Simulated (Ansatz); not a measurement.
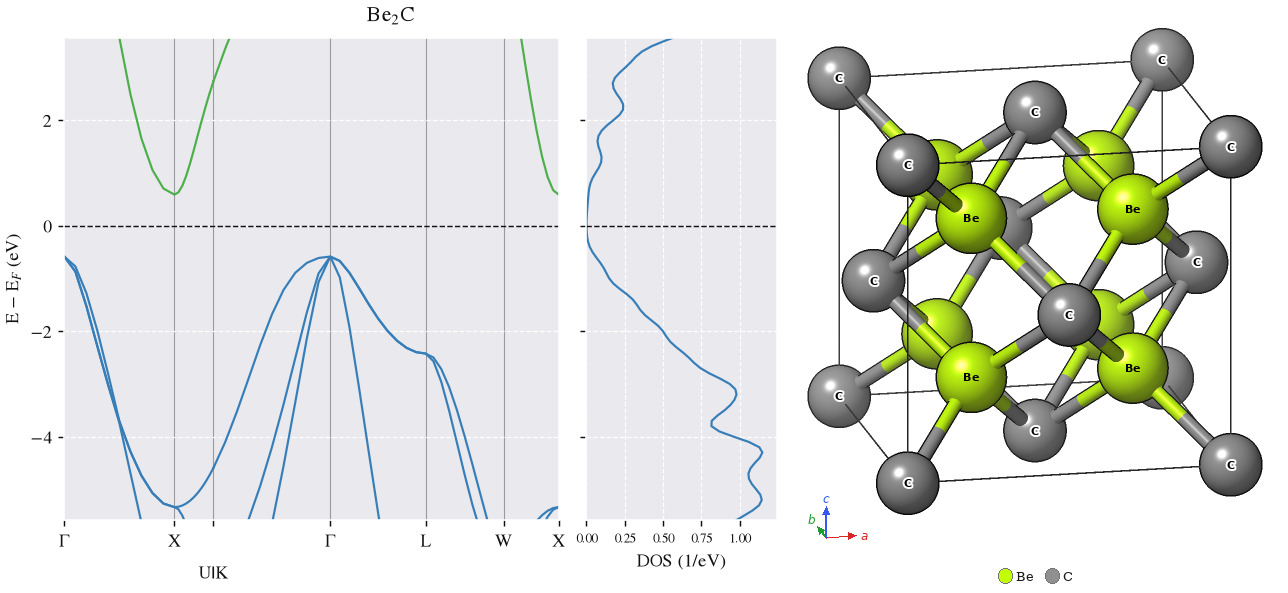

Band structure and density of states, beside the structure. Energies are counted from the Fermi level. The DOS curve is built from the levels of the k mesh with Gaussians 0.55 eV wide, which also blur the band edges; ripples of that width can come from the mesh.

System: antifluorite-type Be₂C, space group Fm-3m, 3 atoms in the primitive cell, relaxed with r2SCAN.

```cif
data_structure
_symmetry_space_group_name_H-M 'P 1'
_symmetry_Int_Tables_number 1
_cell_length_a 3.0554
_cell_length_b 3.0554
_cell_length_c 3.0554
_cell_angle_alpha 60.000
_cell_angle_beta 60.000
_cell_angle_gamma 60.000
_cell_volume 20.17
loop_
_atom_site_label
_atom_site_type_symbol
_atom_site_fract_x
_atom_site_fract_y
_atom_site_fract_z
_atom_site_occupancy
Be1 Be 0.75000 0.75000 0.75000 1
Be2 Be 0.25000 0.25000 0.25000 1
C1 C 0.00000 0.00000 0.00000 1
```

Level of theory: PBE, Ansatz PAW set, no spin polarisation, no spin-orbit coupling, 10×10×10 k mesh, 420 eV cutoff; code Ansatz.

Question: What does the band structure say about the gap?

Answer: The material is gapped. The gap along this path is 1.17 eV and indirect, from the valence-band top at Γ to the conduction-band bottom at X; the smallest direct gap is 4.15 eV, at Γ.

Question: How many bands meet at the valence-band top?

Answer: Three bands meet at the valence-band top at Γ: it is triply degenerate (spin aside).

LDA, GGA and most meta-GGA functionals understate gaps. The cell comes from a database of computed structures, and whether it is the stable form of this composition wasn't checked.
